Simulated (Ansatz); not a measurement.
## Geometry relaxation of Ti₁₂B

The run: geometry relaxation of Ti₁₂B (defect cell, 13 atoms in the cell). Method and program: DFT PBE, scalar-relativistic, plane waves, PAW, no spin polarisation (Ansatz 0.2.0).

It belongs to a series of runs on one base structure; here: start relaxed.

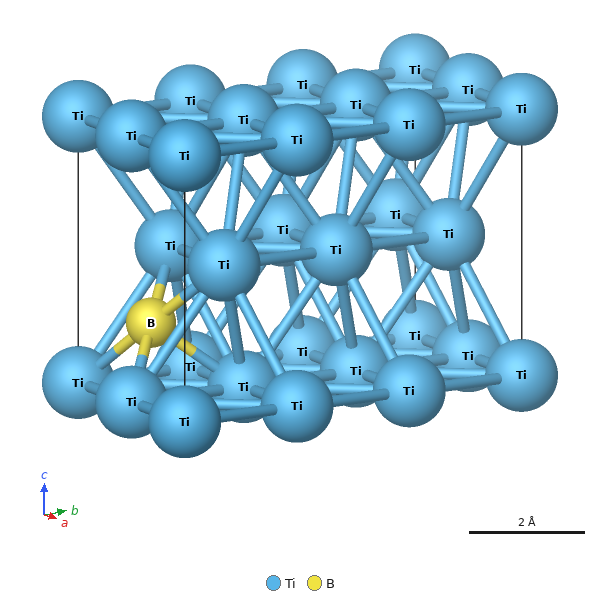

The structure as given in the input (ball-and-stick view of the cell of the calculation, seen slightly off an axis). An atom can appear more than once, as a periodic image.

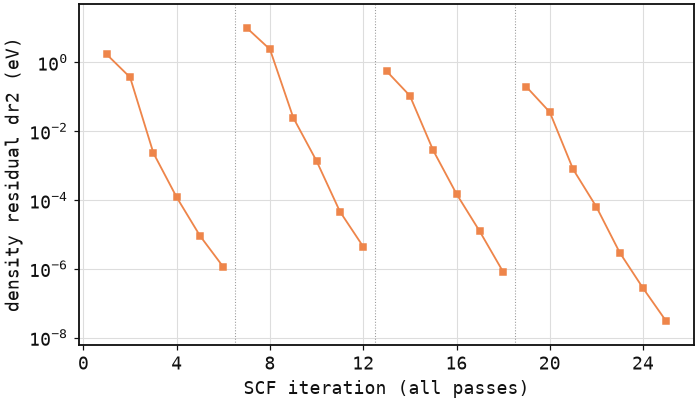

Convergence of the self-consistent field: density residual dr2 against the SCF iteration. The dotted lines part the SCF passes of the relaxation: geometry steps, rejected trials and re-solves on a re-selected basis. The passes take 6, 6, 6 and 7 iterations.

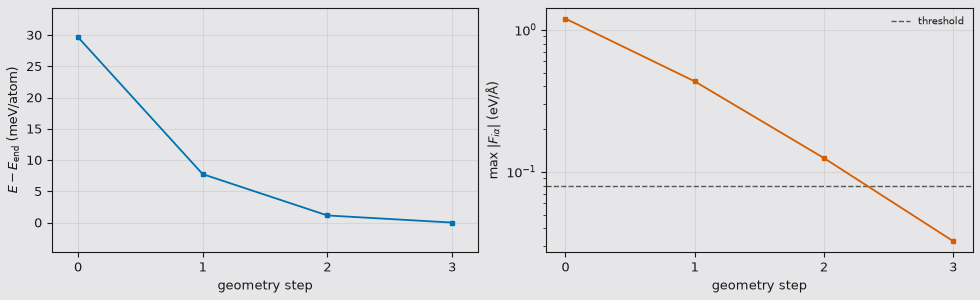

Progress of the relaxation, step by step (the first geometry is step 0 here and step 1 in the log).

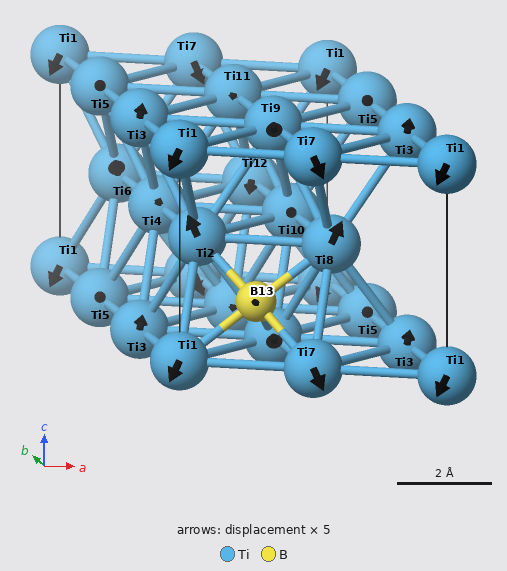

The starting structure with the displacements as black arrows, magnified 5 times (ball-and-stick view of the cell of the calculation, seen slightly off an axis). After 3 geometry steps the energy has fallen by 29.7 meV per atom. The largest force component goes from 1.2 to 0.032 eV/Å. The largest moves, 0.11 Å, are those of Ti7 and Ti8. By element the largest moves are Ti 0.11 Å, B 0.02 Å. The cell doesn't change. Among the contacts that change: Ti7–Ti8 2.896 → 3.088 Å, Ti1–Ti2 2.896 → 3.077 Å, Ti6–Ti7 2.896 → 3.072 Å, Ti1–Ti6 2.896 → 3.063 Å. Among the angles that change: Ti2–B13–Ti8 91.6° → 89.2°, Ti1–B13–Ti2 88.3° → 90.6°. (Atoms are counted from 1 in the order of the input.)

The input and output of the run follow.

Input
```yaml
accuracy: low
crystal:
  lattice:
    - [5.9, 0.0, 0.0]
    - [-4.425, 7.664325, 0.0]
    - [0.0, 0.0, 4.6846]
  atoms:
    - { symbol: Ti, position: [0.0, 0.0, 0.0] }
    - { symbol: Ti, position: [0.1666667, 0.2222222, 0.5] }
    - { symbol: Ti, position: [0.0, 0.3333333, 0.0] }
    - { symbol: Ti, position: [0.1666667, 0.5555556, 0.5] }
    - { symbol: Ti, position: [0.0, 0.6666667, 0.0] }
    - { symbol: Ti, position: [0.1666667, 0.8888889, 0.5] }
    - { symbol: Ti, position: [0.5, 0.0, 0.0] }
    - { symbol: Ti, position: [0.6666667, 0.2222222, 0.5] }
    - { symbol: Ti, position: [0.5, 0.3333333, 0.0] }
    - { symbol: Ti, position: [0.6666667, 0.5555556, 0.5] }
    - { symbol: Ti, position: [0.5, 0.6666667, 0.0] }
    - { symbol: Ti, position: [0.6666667, 0.8888889, 0.5] }
    - { symbol: B, position: [0.3349228, 0.1097517, 0.254965] }
basis:
  ecutwfc: 420.0
kpoints:
  mp_grid: { grid: [3, 2, 3] }
hamiltonian:
  xc: pbe
scf:
  occupations: { method: fermi_dirac, width: 0.15 }
  lower_state_search: "off"
relax:
  f_tol: 0.08
  max_steps: 25
  adjacent_minimum: "off"
```

Launched with:
```bash
ansatz run input.yaml --threads 2 --pin off --max-ram 5120MiB --backend cpu --events-out ev --progress --plain --runs-dir out
```

Log
```
band count auto-derived: 92 (N_el = 147.0; filled up to band 74; 89 by the electrons, moments and atoms)
Engine: ansatz 0.2.0, x86_64-unknown-linux-gnu
Pseudopotentials: kind: paw
Pseudopotential: Ti, paw, valence charge 12, recommended cutoff 420 eV (normal), Ti.paw.azcp
Pseudopotential: B, paw, valence charge 3, recommended cutoff 420 eV (normal), B.paw.azcp
Functional definition: PBE
  parameter kappa = 0.804
  parameter beta = 0.06672455060314922
  exchange = pbe_x(kappa = kappa, mu = beta*pi^2/3)
  correlation = pbe_c(beta = beta)
Crystal: 13 atoms, lattice volume = 211.835 Å³
Basis set: ecut = 420 eV, 4161 PW (Γ), exchange–correlation on 80×120×64 points (8 copies of the dense FFT grid, shifted against one another)
Bands: 92, of which v1, the nominal top of the filled ones, is band 74 counted from 1 (73 counted from 0)
Symmetry: 1 space group operations
Space group: P1 (ITA 1), of the structure as read, at distance tolerance 6.0e-5 Å
k-points: 10 of 18 (time reversal used)
Non-local potential: Ti, projectors of the file, l = 0: 3, l = 1: 2, l = 2: 3, l = 3: 1
Non-local potential: B, projectors of the file, l = 0: 2, l = 1: 2, l = 2: 1
PAW form: soft (Blöchl's): semilocal exchange-correlation on the pseudo side does not see the compensation charge
PAW one-centre angular grid: Ti, 590 points (default); XC on 64 Gauss nodes
PAW one-centre angular grid: B, 110 points (default); XC on 64 Gauss nodes
Initial density: superposition of atomic densities (neutral atoms: chi_scale 0, normalization atom), corrected by the library's trained network
Initial wavefunctions: pseudopotential atomic-orbital guess
Functional: x = pbe(κ = 0.804, μ = 0.2195149727645171), c = pbe(β = 0.06672455060314922)
SCF iter   1: F=—  HF=-30152.333754 eV  |F-HF|=—  |Δ(HF+E_count)|=         —  Δρ=1.25e-2  dr2=1.71e0  ethr=1.77e-3  ⟨swp⟩=7.4  Hψ=3808  notcnv=0
preconditioner: auto → Kerker (q_TF=auto, 2.567 Å⁻¹)  [metal: Δε(μ)=0.123 eV  Ē_g=2.779 eV  σ=0.150 eV  W_gap=0.20  n_scr=64 (ndim 8)  ℏωp=18.2 eV  f_vac=0.000  D(μ)=13.75/eV (n_scr^D=138)]
SCF iter   2: F=—  HF=-30152.265994 eV  |F-HF|=—  |Δ(HF+E_count)|=   6.78e-2  Δρ=5.67e-3  dr2=3.70e-1  ethr=1.16e-3  ⟨swp⟩=1.0  Hψ=1060  notcnv=0
SCF iter   3: F=—  HF=-30152.247327 eV  |F-HF|=—  |Δ(HF+E_count)|=   1.87e-2  Δρ=9.45e-4  dr2=2.33e-3  ethr=2.51e-4  ⟨swp⟩=1.0  Hψ=920  notcnv=0
SCF iter   4: F=—  HF=-30152.247518 eV  |F-HF|=—  |Δ(HF+E_count)|=   1.92e-4  Δρ=1.99e-4  dr2=1.20e-4  ethr=1.59e-6  ⟨swp⟩=2.5  Hψ=1513  notcnv=0
iter 5 did not close the SCF: its close was put off for the readings that it lacked (scf_convergence_deferred on its scf_iter line)
SCF iter   5: F=-30152.247503 eV  HF=-30152.247507 eV  |F-HF|=3.77e-6  |Δ(HF+E_count)|=   1.13e-5  Δρ=6.43e-5  dr2=9.09e-6  ethr=8.17e-8  ⟨swp⟩=2.0  Hψ=1210  notcnv=0
SCF iter   6: F=-30152.247505 eV  HF=-30152.247506 eV  |F-HF|=7.52e-7  |Δ(HF+E_count)|=   1.24e-6  Δρ=2.31e-5  dr2=1.13e-6  ethr=6.18e-9  ⟨swp⟩=1.0  Hψ=3062  notcnv=0
SCF 1 converged in 6 iterations: F = -30152.247505 eV  dr2 = 1.13e-6
  greatest PAW one-centre occupation: 0.999 electrons in one spin orbital (limit 2), on the Ti atom at site 3 (counted from 0), in its partial waves of l = 0
relax step   1: F+E_penalty+E_count = -30152.24750495 eV  Δ(F+E_penalty+E_count) = +0.000e0 eV  max|allowed force component| = 1.198e0 eV/Å  Δτ_max = 0.0000 Å  (6 SCF iters, dr2 threshold 1.00e-4 eV, accepted)
Initial density: handed on by an earlier stage of this run
Initial wavefunctions: those handed on with the density
SCF iter   1: F=—  HF=-30153.065866 eV  |F-HF|=—  |Δ(HF+E_count)|=         —  Δρ=2.92e-2  dr2=1.02e1  ethr=3.10e-3  ⟨swp⟩=4.1  Hψ=2094  notcnv=0
preconditioner: auto → Kerker (q_TF=auto, 2.567 Å⁻¹)  [metal: Δε(μ)=0.011 eV  Ē_g=2.678 eV  σ=0.150 eV  W_gap=0.02  n_scr=64 (ndim 8)  ℏωp=18.2 eV  f_vac=0.000  D(μ)=16.67/eV (n_scr^D=196)]
SCF iter   2: F=—  HF=-30152.674870 eV  |F-HF|=—  |Δ(HF+E_count)|=   3.91e-1  Δρ=1.32e-2  dr2=2.41e0  ethr=3.10e-3  ⟨swp⟩=1.1  Hψ=1061  notcnv=0
SCF iter   3: F=—  HF=-30152.534464 eV  |F-HF|=—  |Δ(HF+E_count)|=   1.40e-1  Δρ=1.79e-3  dr2=2.48e-2  ethr=1.64e-3  ⟨swp⟩=1.5  Hψ=925  notcnv=0
SCF iter   4: F=—  HF=-30152.532493 eV  |F-HF|=—  |Δ(HF+E_count)|=   1.97e-3  Δρ=5.76e-4  dr2=1.36e-3  ethr=1.69e-5  ⟨swp⟩=2.0  Hψ=1477  notcnv=0
SCF iter   5: F=—  HF=-30152.532343 eV  |F-HF|=—  |Δ(HF+E_count)|=   1.51e-4  Δρ=1.32e-4  dr2=4.64e-5  ethr=9.28e-7  ⟨swp⟩=2.0  Hψ=1177  notcnv=0
SCF iter   6: F=-30152.532333 eV  HF=-30152.532335 eV  |F-HF|=2.07e-6  |Δ(HF+E_count)|=   7.40e-6  Δρ=3.86e-5  dr2=4.41e-6  ethr=3.16e-8  ⟨swp⟩=3.0  Hψ=2309  notcnv=0
SCF 2 converged in 6 iterations: F = -30152.532333 eV  dr2 = 4.41e-6
  greatest PAW one-centre occupation: 0.999 electrons in one spin orbital (limit 2), on the Ti atom at site 10 (counted from 0), in its partial waves of l = 0
relax step   2: F+E_penalty+E_count = -30152.53233311 eV  Δ(F+E_penalty+E_count) = -2.848e-1 eV  max|allowed force component| = 4.333e-1 eV/Å  Δτ_max = 0.1054 Å  (6 SCF iters, dr2 threshold 8.97e-5 eV, accepted)
iter 1 solved again at ethr=3.81e-4 eV; its pass at ethr=3.10e-3 eV (dr2=5.60e-1 eV) is discarded
SCF iter   1: F=—  HF=-30152.674537 eV  |F-HF|=—  |Δ(HF+E_count)|=         —  Δρ=8.88e-3  dr2=5.62e-1  ethr=3.81e-4  ⟨swp⟩=1.0  Hψ=2753  notcnv=0
preconditioner: auto → Kerker (q_TF=auto, 2.567 Å⁻¹)  [metal: Δε(μ)=0.023 eV  Ē_g=2.713 eV  σ=0.150 eV  W_gap=0.04  n_scr=64 (ndim 8)  ℏωp=18.2 eV  f_vac=0.000  D(μ)=14.48/eV (n_scr^D=152)]
SCF iter   2: F=—  HF=-30152.631488 eV  |F-HF|=—  |Δ(HF+E_count)|=   4.30e-2  Δρ=3.68e-3  dr2=1.08e-1  ethr=3.81e-4  ⟨swp⟩=1.1  Hψ=922  notcnv=0
SCF iter   3: F=—  HF=-30152.618806 eV  |F-HF|=—  |Δ(HF+E_count)|=   1.27e-2  Δρ=7.72e-4  dr2=2.79e-3  ethr=7.36e-5  ⟨swp⟩=2.0  Hψ=1117  notcnv=0
SCF iter   4: F=—  HF=-30152.618278 eV  |F-HF|=—  |Δ(HF+E_count)|=   5.28e-4  Δρ=2.39e-4  dr2=1.51e-4  ethr=1.90e-6  ⟨swp⟩=2.1  Hψ=1219  notcnv=0
SCF iter   5: F=—  HF=-30152.618245 eV  |F-HF|=—  |Δ(HF+E_count)|=   3.29e-5  Δρ=6.35e-5  dr2=1.22e-5  ethr=1.03e-7  ⟨swp⟩=2.0  Hψ=1306  notcnv=0
SCF iter   6: F=-30152.618242 eV  HF=-30152.618243 eV  |F-HF|=5.79e-7  |Δ(HF+E_count)|=   2.12e-6  Δρ=1.65e-5  dr2=8.17e-7  ethr=7.98e-9  ⟨swp⟩=4.0  Hψ=2573  notcnv=0
SCF 3 converged in 6 iterations: F = -30152.618242 eV  dr2 = 8.17e-7
relax step   3: F+E_penalty+E_count = -30152.61824247 eV  Δ(F+E_penalty+E_count) = -8.591e-2 eV  max|allowed force component| = 1.250e-1 eV/Å  Δτ_max = 0.0561 Å  (6 SCF iters, dr2 threshold 1.17e-5 eV, accepted)
SCF iter   1: F=—  HF=-30152.647369 eV  |F-HF|=—  |Δ(HF+E_count)|=         —  Δρ=5.15e-3  dr2=1.95e-1  ethr=1.61e-3  ⟨swp⟩=3.1  Hψ=1606  notcnv=0
preconditioner: auto → Kerker (q_TF=auto, 2.567 Å⁻¹)  [metal: Δε(μ)=0.020 eV  Ē_g=2.722 eV  σ=0.150 eV  W_gap=0.03  n_scr=64 (ndim 8)  ℏωp=18.2 eV  f_vac=0.000  D(μ)=14.33/eV (n_scr^D=150)]
SCF iter   2: F=—  HF=-30152.636434 eV  |F-HF|=—  |Δ(HF+E_count)|=   1.09e-2  Δρ=2.12e-3  dr2=3.61e-2  ethr=1.32e-4  ⟨swp⟩=1.0  Hψ=1060  notcnv=0
SCF iter   3: F=—  HF=-30152.633205 eV  |F-HF|=—  |Δ(HF+E_count)|=   3.23e-3  Δρ=4.69e-4  dr2=7.90e-4  ethr=2.45e-5  ⟨swp⟩=1.2  Hψ=922  notcnv=0
SCF iter   4: F=—  HF=-30152.633120 eV  |F-HF|=—  |Δ(HF+E_count)|=   8.52e-5  Δρ=1.48e-4  dr2=6.34e-5  ethr=5.37e-7  ⟨swp⟩=2.0  Hψ=1255  notcnv=0
SCF iter   5: F=—  HF=-30152.633017 eV  |F-HF|=—  |Δ(HF+E_count)|=   1.03e-4  Δρ=3.28e-5  dr2=2.98e-6  ethr=4.31e-8  ⟨swp⟩=2.0  Hψ=1274  notcnv=0
SCF iter   6: F=—  HF=-30152.633016 eV  |F-HF|=—  |Δ(HF+E_count)|=   2.73e-7  Δρ=1.01e-5  dr2=2.75e-7  ethr=2.03e-9  ⟨swp⟩=2.0  Hψ=1191  notcnv=0
SCF iter   7: F=-30152.633016 eV  HF=-30152.633016 eV  |F-HF|=2.16e-8  |Δ(HF+E_count)|=   3.57e-8  Δρ=2.62e-6  dr2=2.97e-8  ethr=6.80e-11  ⟨swp⟩=4.0  Hψ=2688  notcnv=0
SCF 4 converged in 7 iterations: F = -30152.633016 eV  dr2 = 2.97e-8
relax step   4: F+E_penalty+E_count = -30152.63301624 eV  Δ(F+E_penalty+E_count) = -1.477e-2 eV  max|allowed force component| = 3.248e-2 eV/Å  Δτ_max = 0.0368 Å  (7 SCF iters, accepted)
SCF converged after 7 iterations
Free energy (F): -30152.633016 eV
Harris-Foulkes:  -30152.633016 eV  (|F-HF|=2.16e-8)
Internal energy: -30151.496720 eV  (E = F + TS)
E sigma→0 (E₀):  -30152.064868 eV
Entropy (-TS):   -1.136296 eV (-87.407 meV/atom)
Fermi energy:    13.330961 eV
--- Per-component energies (eV) ---
  E_band       = -1849.212707
  E_kinetic    = 3324.090461
  E_local      = -9753.500389  (includes V_loc(G=0)·N_el)
  E_nonlocal   = 108.235953
  E_hartree    = 4015.109635
  E_xc         = -1204.390903
  E_vxc        = -1504.963102  (∫ρ·V_xc dr)
  E_paw        = -12649.810310  (= ΣΔE_a)
  E_vpaw       = -2053.290523  (= ΣTr[D̂ρ^β])
  E_aug_tail   = 0.001477  (compensation charges beyond the density's cutoff)
  E_ewald      = -13991.232644
  E_smearing   = -1.136296  (= −TS)
  E_closure    = -0.000000  (closes the sum)
  Σ components = -30152.633016   (vs F -30152.633016, Δ=0.00e0)
--- Forces (eV/Å), atoms counted from 1 ---
  atom   1  Ti     0.01407001    -0.00262882    -0.00425575
  atom   2  Ti     0.02222581     0.00607528     0.00918274
  atom   3  Ti    -0.00438150    -0.00968118     0.02930144
  atom   4  Ti     0.00438631     0.02428615     0.02605451
  atom   5  Ti     0.01755231    -0.01430736     0.01715750
  atom   6  Ti     0.01474577    -0.00539247    -0.03138453
  atom   7  Ti    -0.01874486    -0.00381957     0.00465129
  atom   8  Ti    -0.01679193    -0.01137202    -0.00611657
  atom   9  Ti    -0.00963027     0.01977601     0.01824351
  atom  10  Ti    -0.01670553     0.01645751    -0.01405001
  atom  11  Ti    -0.00550039    -0.02892870    -0.02269345
  atom  12  Ti    -0.00121265     0.01018674    -0.03248324
  atom  13  B     -0.00001034    -0.00065324     0.00639675
  max |Σ_I F_I| component: 4.21e-6 eV/Å
--- Relaxed structure (4 steps of the walk, 4 accepted, 0 SCFs on fresh bases) ---
  F+E_penalty+E_count = -30152.63301624 eV   max|allowed force component| = 3.248e-2 eV/Å
  atoms:
    - { symbol: Ti, position: [-0.010093145089259408, -0.004925293445447581, -0.019073096729957096] }
    - { symbol: Ti, position: [0.16027013658966402, 0.22491245008791683, 0.5193575021077854] }
    - { symbol: Ti, position: [0.00452793298907514, 0.33862241139527116, 0.011864052720420975] }
    - { symbol: Ti, position: [0.16898508703561702, 0.5561203290252793, 0.5067718017675469] }
    - { symbol: Ti, position: [-0.0021232853722968348, 0.6611029842690966, 0.0033626082005289277] }
    - { symbol: Ti, position: [0.16008957891800557, 0.8792715759856563, 0.5164646264434094] }
    - { symbol: Ti, position: [0.5063808566677019, -0.0031877868292230632, -0.019687626973374926] }
    - { symbol: Ti, position: [0.6774412865389579, 0.22770223556790653, 0.5204856782421254] }
    - { symbol: Ti, position: [0.5055557842959522, 0.3423146387565164, -0.014933244983422694] }
    - { symbol: Ti, position: [0.6687802743547309, 0.5605762350210536, 0.4974558802382549] }
    - { symbol: Ti, position: [0.49882017738706647, 0.6662901464391313, -0.00634193654368176] }
    - { symbol: Ti, position: [0.6624836163304733, 0.8835630906393409, 0.4887030075191055] }
    - { symbol: B, position: [0.3338046993543123, 0.1107220830875025, 0.2505357479912594] }
```

Trajectory as extended XYZ (Å, eV, eV/Å), 4 frames, from step=1 to step=4
```
13
Lattice="5.9000 0.0000 0.0000 -4.4250 7.6643 0.0000 0.0000 0.0000 4.6846" Properties=species:S:1:pos:R:3:forces:R:3 step=1 energy=-30152.24750
Ti    0.0000    0.0000    0.0000   -0.6865  -0.3783  -0.6979
Ti    0.0000    1.7032    2.3423   -0.7736   0.4492   0.7568
Ti   -1.4750    2.5548    0.0000   -0.0074   0.3058  -0.1040
Ti   -1.4750    4.2580    2.3423    0.0306   0.1028   0.0099
Ti   -2.9500    5.1095    0.0000    0.0401  -0.2940  -0.0872
Ti   -2.9500    6.8127    2.3423   -0.0369  -1.1981   0.9215
Ti    2.9500    0.0000    0.0000    0.8271  -0.4785  -0.8131
Ti    2.9500    1.7032    2.3423    0.9106   0.5353   0.9114
Ti    1.4750    2.5548    0.0000    0.0125   0.8941  -0.6859
Ti    1.4750    4.2580    2.3423   -0.0451   0.2820   0.0811
Ti    0.0000    5.1095    0.0000   -0.0251  -0.0954  -0.0176
Ti    0.0000    6.8127    2.3423    0.0271  -0.3121   0.1195
B     1.4904    0.8412    1.1944   -0.2733   0.1871  -0.3944
13
Lattice="5.9000 0.0000 0.0000 -4.4250 7.6643 0.0000 0.0000 0.0000 4.6846" Properties=species:S:1:pos:R:3:forces:R:3 step=2 energy=-30152.53233
Ti   -0.0358   -0.0229   -0.0457   -0.1443  -0.0895  -0.1980
Ti   -0.0357    1.7287    2.3843   -0.2154   0.0744   0.2512
Ti   -1.4737    2.6580   -0.0063    0.0308  -0.4173   0.0710
Ti   -1.4681    4.2955    2.3416    0.0076  -0.1466   0.0339
Ti   -2.9394    5.0265   -0.0134    0.0031   0.4020   0.0559
Ti   -2.9549    6.7568    2.3790    0.0401  -0.2647   0.3712
Ti    2.9882   -0.0273   -0.0443    0.2271  -0.0960  -0.2451
Ti    2.9828    1.7283    2.3921    0.2825   0.1677   0.3034
Ti    1.4763    2.6118   -0.0329   -0.0336   0.0911  -0.2559
Ti    1.4634    4.3365    2.3542    0.0007  -0.3952  -0.0538
Ti   -0.0042    5.0745   -0.0010   -0.0078   0.1436  -0.0276
Ti    0.0047    6.7080    2.3532   -0.0598   0.4334  -0.0857
B     1.4868    0.8432    1.1873   -0.1311   0.0973  -0.2204
13
Lattice="5.9000 0.0000 0.0000 -4.4250 7.6643 0.0000 0.0000 0.0000 4.6846" Properties=species:S:1:pos:R:3:forces:R:3 step=3 energy=-30152.61824
Ti   -0.0441   -0.0321   -0.0682    0.0565  -0.0119  -0.0886
Ti   -0.0515    1.7255    2.4088    0.0233  -0.0014   0.1250
Ti   -1.4751    2.6138    0.0249    0.0195  -0.0700   0.0597
Ti   -1.4604    4.2783    2.3572   -0.0498  -0.0793   0.0358
Ti   -2.9311    5.0648    0.0018   -0.0684   0.0187   0.0487
Ti   -2.9508    6.7373    2.4066    0.0143   0.0347   0.1015
Ti    3.0058   -0.0264   -0.0693   -0.0355   0.0071  -0.1061
Ti    2.9967    1.7413    2.4164   -0.0312   0.0143   0.1198
Ti    1.4718    2.6255   -0.0578   -0.0063  -0.0687  -0.0740
Ti    1.4541    4.2982    2.3418    0.0801  -0.0182  -0.0441
Ti   -0.0109    5.0912   -0.0149    0.0497   0.0793  -0.0296
Ti    0.0025    6.7541    2.3214   -0.0177   0.0690  -0.0738
B     1.4835    0.8462    1.1797   -0.0343   0.0264  -0.0742
13
Lattice="5.9000 0.0000 0.0000 -4.4250 7.6643 0.0000 0.0000 0.0000 4.6846" Properties=species:S:1:pos:R:3:forces:R:3 step=4 energy=-30152.63302
Ti   -0.0378   -0.0377   -0.0893    0.0141  -0.0026  -0.0043
Ti   -0.0496    1.7238    2.4330    0.0222   0.0061   0.0092
Ti   -1.4717    2.5953    0.0556   -0.0044  -0.0097   0.0293
Ti   -1.4638    4.2623    2.3740    0.0044   0.0243   0.0261
Ti   -2.9379    5.0669    0.0158    0.0176  -0.0143   0.0172
Ti   -2.9462    6.7390    2.4194    0.0147  -0.0054  -0.0314
Ti    3.0018   -0.0244   -0.0922   -0.0187  -0.0038   0.0047
Ti    2.9893    1.7452    2.4383   -0.0168  -0.0114  -0.0061
Ti    1.4680    2.6236   -0.0700   -0.0096   0.0198   0.0182
Ti    1.4653    4.2964    2.3304   -0.0167   0.0165  -0.0140
Ti   -0.0053    5.1067   -0.0297   -0.0055  -0.0289  -0.0227
Ti   -0.0011    6.7719    2.2894   -0.0012   0.0102  -0.0325
B     1.4795    0.8486    1.1737    0.0000  -0.0007   0.0064
```

Summary

```csv
quantity,value
outcome,converged
electrons treated,147
free energy,−30152.6330 eV
Fermi energy,13.331 eV
final volume,211.84 Å³
largest force (length of the vector) at the end,0.037 eV/Å
hardware,"2 threads of AMD EPYC (Zen 5), 16 GiB of memory available, shared host"
wall time,8.9 s (CPU time 17 s)
peak memory,0.63 GiB
```

Remarks

The input asks for low accuracy.
